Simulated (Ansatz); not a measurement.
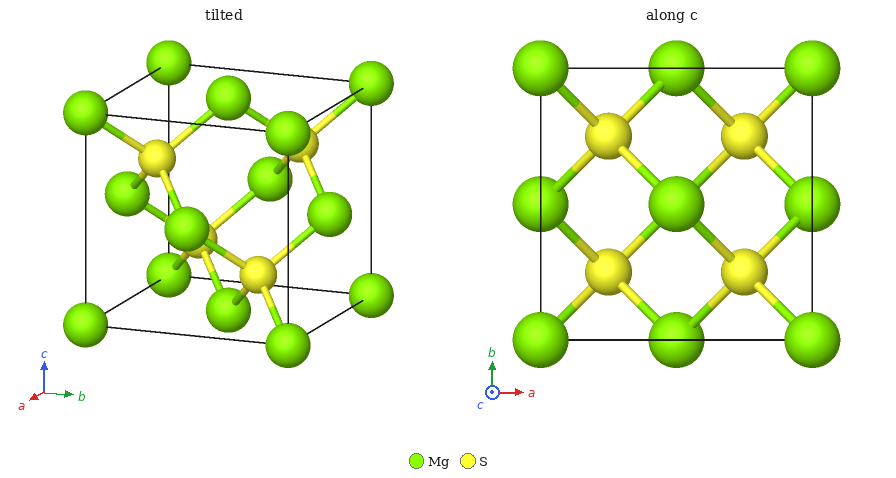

The structure above is drawn in ball-and-stick style and viewed slightly off an axis and along the c axis. The frame is the conventional unit cell; atoms at its boundary are shown with their periodic copies.

MgS, zinc blende (sphalerite type), space group F-43m (No. 216), a = 5.697 Å, b = 5.697 Å, c = 5.697 Å, α = 90.00°, β = 90.00°, γ = 90.00°. The structure comes from a structure listed in the Materials Project. Earlier steps of the study may have refined or changed the cell and positions. It went into a calculation with Ansatz.

This one geometry was computed with Ansatz (DFT, plane waves, PAW) at three levels of theory: r2SCAN, PBEsol and PBE.

**How does the band gap change with the level of theory?**

PBEsol: a gap of 3.20 eV, direct; PBE: a gap of 3.37 eV, direct; r2SCAN: a gap of 4.04 eV, direct.

**Collect the results in a table.**

| level | cutoff (eV) | k-mesh of the run's cell | gap (eV) | pressure (GPa) |
| --- | --- | --- | --- | --- |
| r2SCAN | 500 | 8×8×8 | 4.04 | -1.1 |
| PBEsol | 420 | 8×8×8 | 3.20 | -1.3 |
| PBE | 420 | 8×8×8 | 3.37 | 0.0 |

Gaps are taken on the k-mesh or band path of each run.
